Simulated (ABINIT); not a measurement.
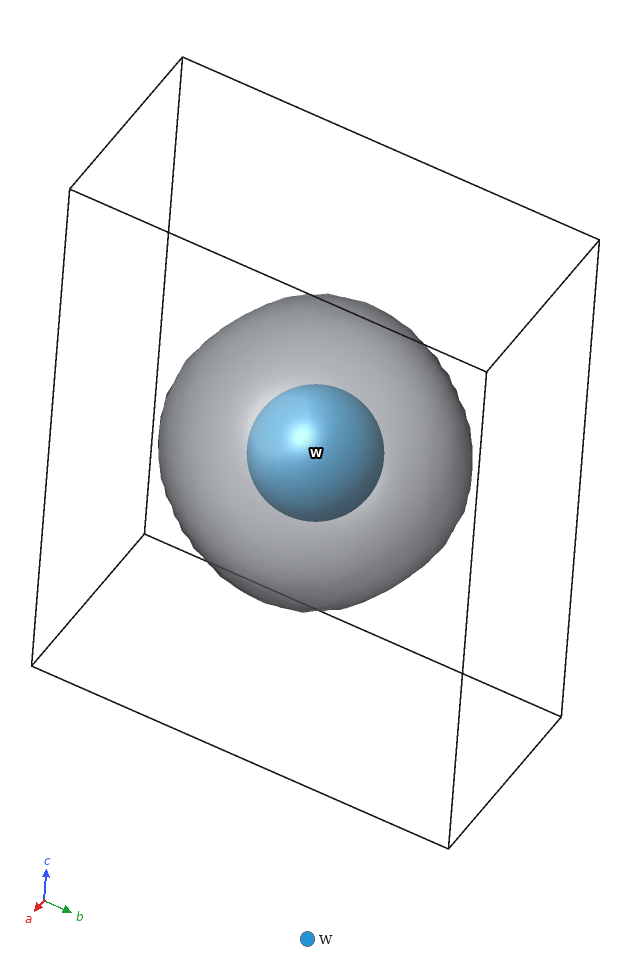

The picture shows: W. Isosurface of the valence electron density at 1 e/Å³ (grey), seen slightly off an axis.

Space group P-1; computed pressure about −3 GPa in this cell.

Computed with Kohn-Sham DFT of a periodic cell, PBEsol, PseudoDojo NC SR PBEsol v0.4.1 standard in ABINIT 10.8.3.

Core electrons are replaced by pseudopotentials, and the valence fields are smoothed inside the atomic spheres.

Which contacts does the surface bridge?

At this value the density breaks into separate islands; it holds about 65 % of the electrons treated as valence. It bridges none of the near contacts. It is pinched off along the sampled W–W (2.69 Å) and W–W (2.77 Å) contacts. On the grid the lowest density along these lines, outside the cores, is 0.46 e/Å³ (W–W, 2.69 Å) and 0.41 e/Å³ (W–W, 2.77 Å).
